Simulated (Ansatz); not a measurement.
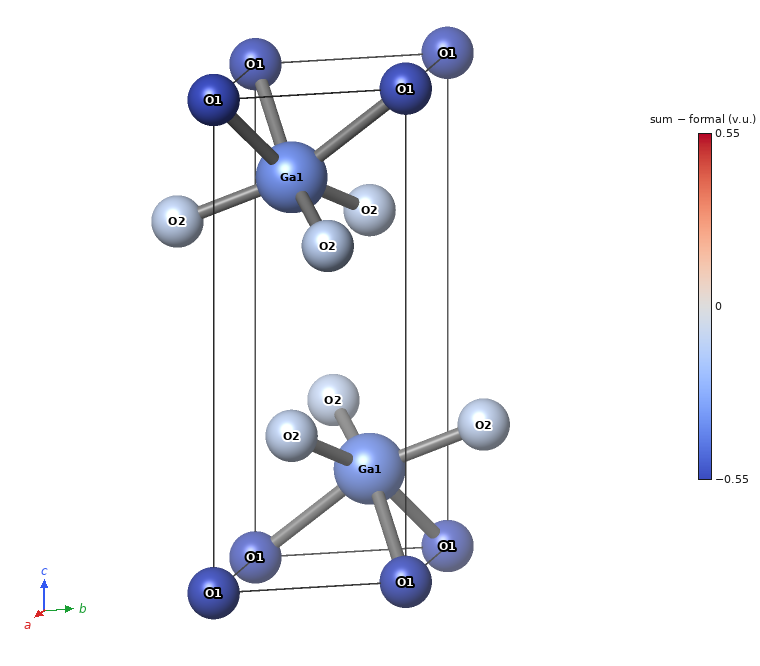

Atoms of Ga2O3 (P-3m1) coloured by their computed bond-valence sum less the size of their formal valence (view slightly off an axis).

Bond valence s = exp((R0 − d)/b), R0 fitted to published crystal structures with b = 0.37 Å, summed over all anions within 5 Å; R0 in Å: Ga3+–O 1.718.

Source of the atomic positions: coordinates from a relaxation with Ansatz 0.2.0, DFT, PBE, plane waves, PAW; the starting structure was generated, so it need not be a known form of this composition.

```yaml
crystal:
  lattice:
    - [3.02457, 0.00000, 0.00000]
    - [-1.51228, 2.61935, 0.00000]
    - [0.00000, 0.00000, 7.50607]
  atoms:
    - { symbol: Ga, position: [0.33333, 0.66667, 0.18865] }
    - { symbol: Ga, position: [0.66667, 0.33333, 0.81135] }
    - { symbol: O, position: [0.00000, 0.00000, 0.00000] }
    - { symbol: O, position: [0.33333, 0.66667, 0.71290] }
    - { symbol: O, position: [0.66667, 0.33333, 0.28710] }
```

Site labels: Ga1 at 0.333, 0.667, 0.189; O1 at 0.000, 0.000, 0.000; O2 at 0.333, 0.667, 0.713.

Which site departs most from its formal valence?

Answer. O1, whose sum is 1.46 against 2: by this sum it is underbonded.

Give the sums of all sites.

Answer.
```json
{"site": "Ga1", "x, y, z": "0.333, 0.667, 0.189", "formal valence": "+3", "bond-valence sum": "2.62", "difference": "-0.38"}
{"site": "O1", "x, y, z": "0.000, 0.000, 0.000", "formal valence": "−2", "bond-valence sum": "1.46", "difference": "-0.54"}
{"site": "O2", "x, y, z": "0.333, 0.667, 0.713", "formal valence": "−2", "bond-valence sum": "1.89", "difference": "-0.11"}
```

Is the structure strained by this measure?

Answer. The global instability index (root mean square of the differences over all atoms) is 0.35 v.u.: above 0.2, which by the usual rule of thumb marks a strained structure. Cells relaxed with PBE tend to have slightly long bonds, which lowers the sums.
